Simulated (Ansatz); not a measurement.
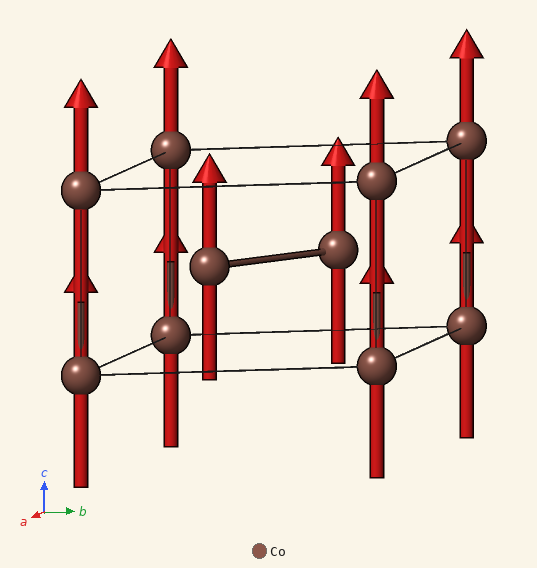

Crystal structure, ball-and-stick style, seen slightly off an axis. The edges of the simulation cell are marked. Arrows are the site magnetic moments above 0.25 μB; longer means larger, and red and blue are up and down (without spin-orbit coupling the axis itself is arbitrary).

This is the state reached for Co. Run with DFT PBEsol, scalar-relativistic, plane waves, PAW (Ansatz 0.2.0) and these settings: an energy cutoff of 420 eV, a 15×15×20 mesh of k-points, Gaussian smearing of 0.1 eV, collinear spins.

How are the moments ordered?

Ferromagnetic (within this cell). Site moments: 3 Co +1.6 to +1.7 μB. The net spin moment of the whole cell is 4.9 μB.

The model was built from a textbook structure type filled with this element (whether it is the usual form wasn't checked). What is shown is the relaxed result from DFT PBEsol, scalar-relativistic, plane waves, PAW (Ansatz).
